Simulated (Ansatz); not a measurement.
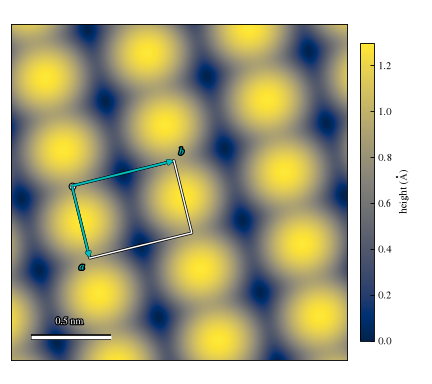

Constant-current image at a set point of 1.3 × 10⁻⁵ e/Å³ of KBr(110) (Fm-3m bulk, 5 atomic planes (those closer than 0.6 Å count as one), 10 Å, KBr-terminated), sample bias −3.85 V. The white outline is the surface cell of the coordinates below, with its origin (dot) on a lattice point and its vectors a and b marked.

Images follow the Tersoff–Hamann model: the current is the local density of the sample's states between the Fermi level and the bias, at the tip's centre. Zero bias is put in the middle of the gap by convention. Bias windows are sharp sums over the levels of the k mesh.

Theory: Ansatz, DFT PBE, scalar-relativistic, plane waves, PAW. Cutoff 420 eV, 13 × 9 k-points, Gaussian smearing 0.05 eV, dipole correction. The slab is a cut without reconstruction beyond its cell, at the source's lattice constants, with its lower half held fixed and the rest relaxed. Relaxation changes the spacing of inner planes by up to 5 %, all the same way; the held half keeps the source's spacing. No spin polarisation. The semilocal functional makes this wide gap too small, and with it the biases at which current sets in. The run warns that the functional's potential is rough in the thin density of the vacuum, where the tip is; weak contrasts and barriers may feel it.

```yaml
crystal:
  lattice:
    - [4.65630, 0.00000, 0.00000]
    - [0.00000, 6.58500, 0.00000]
    - [0.00000, 0.00000, 27.31260]
  atoms:
    - { symbol: K, position: [0.50000, 0.50000, 0.32952] }
    - { symbol: Br, position: [0.50000, 0.00000, 0.32952] }
    - { symbol: K, position: [0.00000, 0.00000, 0.41476] }
    - { symbol: Br, position: [0.00000, 0.50000, 0.41476] }
    - { symbol: K, position: [0.50000, 0.50000, 0.50282] }
    - { symbol: Br, position: [0.50000, 0.00000, 0.50412] }
    - { symbol: K, position: [0.00000, 0.00000, 0.59392] }
    - { symbol: Br, position: [0.00000, 0.50000, 0.59127] }
    - { symbol: K, position: [0.50000, 0.50000, 0.67353] }
    - { symbol: Br, position: [0.50000, 0.00000, 0.67860] }
```

The last single point, restarted from the relaxation's density, took 3.2 min on 2 threads of Arm Neoverse N1, with other jobs on the host, peak memory 1.4 GiB.

Assign the bright and dark features to the surface structure.

The brightest spots lie over the top Br atoms; the darkest points are over the sites above the Br atoms 2.4 Å below the top plane. The corrugation is 1.3 Å at a mean tip height of 3.9 Å.
